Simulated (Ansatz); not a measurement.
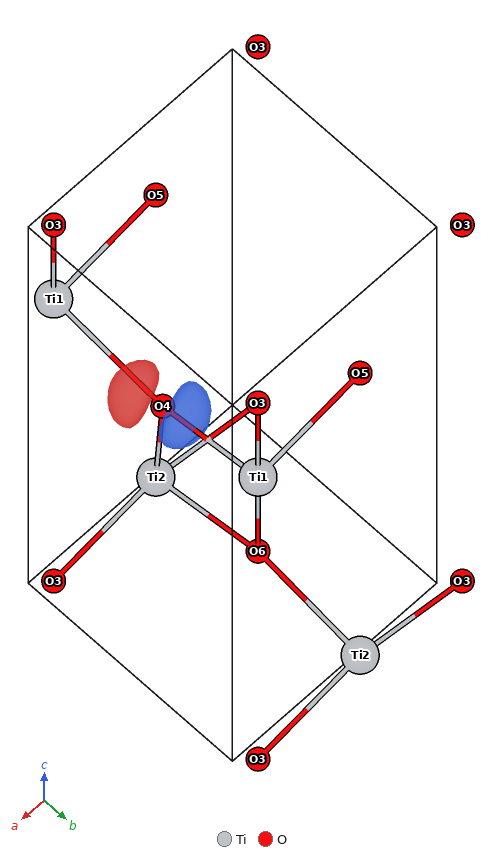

TiO$_{2}$: one atom of the 6-atom cell (and its periodic copies) was moved a little. Density after less density before, blue at +0.6 and red at −0.6 e/Å³, seen along [111]; cell a = 3.78 Å, b = 3.78 Å, c = 5.46 Å, α = 110.28°, β = 110.28°, γ = 90.00°. The lobes lie largely inside the PAW sphere, where the density is a smoothed one.

Space group I4_1/amd; the calculation finds a residual pressure of about 9 GPa at this fixed cell. Effective Hubbard U: 4.0 eV on Ti d.

All numbers below come from DFT PBE+U, scalar-relativistic, plane waves, PAW (Ansatz 0.2.0).

Which atom moved, and which way?

Answer. O4 moved towards the blue lobe, down and to the right in the picture. In the run the shift was 0.10 Å roughly along [−1 2 0] in the axes of the cell drawn.

How much does the computed force on the atom change?

Answer. The force on it changes by 1.56 eV/Å along the move, against it: a stiffness of about 16 eV/Å² for this sublattice shift.
